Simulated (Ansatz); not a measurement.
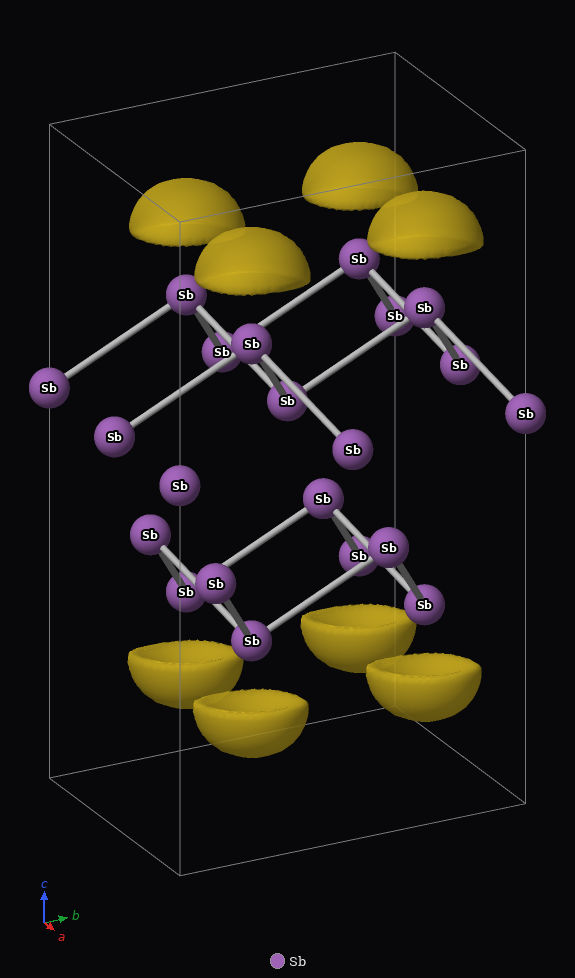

The picture shows: Sb (slab). Isosurface of the ELF at 0.75 (yellow), seen slightly off an axis. Core shells and regions of very low density are left out. Sticks mark near contacts.

Computed with DFT PBE+D3(BJ), scalar-relativistic, plane waves, PAW in Ansatz.

```
Sb
1.0
     4.32322    0.00000    0.00000
    -2.16161    3.74402    0.00000
     0.00000    0.00000   22.21370
Sb
4
Cartesian
  0.0000 2.4960 8.5001
  2.1616 1.2480 10.0339
  0.0000 0.0000 12.2993
  0.0000 2.4960 13.8298
```

What do the ELF domains correspond to?

The ELF exceeds this value in two lobes on Sb, pointing away from the bonds (lone pairs), counted in one cell of 4 atoms. Counts are for one cell; the picture repeats the cell along the surface.

Values along the shortest contacts:
Sb–Sb (2.93 Å): the ELF peaks at about 0.70 between the atoms.

Metal or insulator at this level of theory?

It is metallic or semimetallic at this level of theory: no gap opens.
